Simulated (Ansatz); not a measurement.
ZrS

Input file:

```
crystal:
  lattice:
    - [0.0, 2.5055830895, 2.58307535]
    - [2.5055830895, 0.0, 2.58307535]
    - [2.5055830895, 2.5055830895, 0.0]
  atoms:
    - { symbol: Zr, position: [0.0, 0.0, 0.0] }
    - { symbol: S, position: [0.5, 0.5, 0.5] }
basis:
  ecutwfc: 420
kpoints:
  mp_grid: { grid: [20, 20, 20] }
hamiltonian:
  xc: pbesol
scf:
  occupations: { method: gaussian, width: 0.15 }
output:
  forces: true
  stress: true
  eigenvalues: true
  write_density: true
  write_potential: true
  elf: true
  volumetric_format: npy
```

Run with:

```sh
ansatz run input.yaml --threads 2 --pin off --max-ram 5120MiB --backend cpu --events-out ev --progress --plain --runs-dir out
```

Below, planes, directions and counts refer to the conventional cell (a = 3.54 Å, b = 3.54 Å, c = 5.17 Å, α = 90.00°, β = 90.00°, γ = 90.00°).

Space group I4/mmm; changed on purpose from its base cell (strain -0.030 along x and y, +0.000 along z, atoms carried along); computed pressure about 11 GPa in this cell.

Theory: DFT PBEsol, scalar-relativistic, plane waves, PAW (Ansatz 0.2.0).

Question: Predict the valence pseudo-density and electron localisation function between the atoms.

Answer: Zr–S (2.51 Å): the density is about 0.42 e/Å³ at the midpoint; the ELF peaks at about 0.80 in the valence shell of S, 0.8 Å from its nucleus, and is about 0.25 at the midpoint (no shared electron pair shows on this line).
Zr–S (2.58 Å): the density is about 0.36 e/Å³ at the midpoint; the ELF peaks at about 0.80 in the valence shell of S, 0.8 Å from its nucleus, and is about 0.25 at the midpoint: no localised pair shows between them.

Question: Does the calculation give a band gap?

Answer: It is gapless in this calculation (a metal or semimetal).

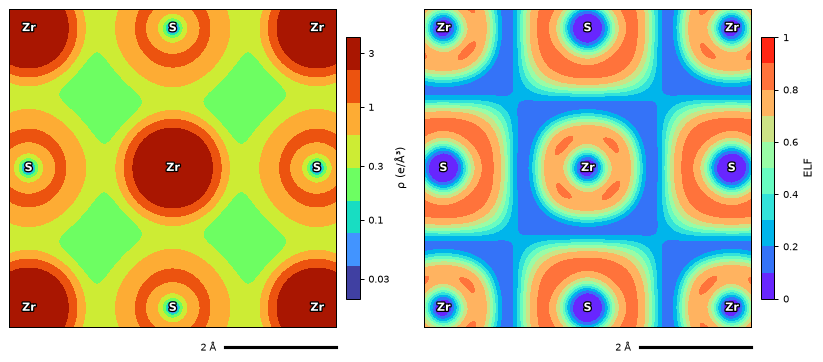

Computed valence pseudo-density and electron localisation function on the (110) plane of the conventional cell, in this order. 

Core electrons are frozen (PAW), and the valence fields are smoothed inside the atomic spheres.
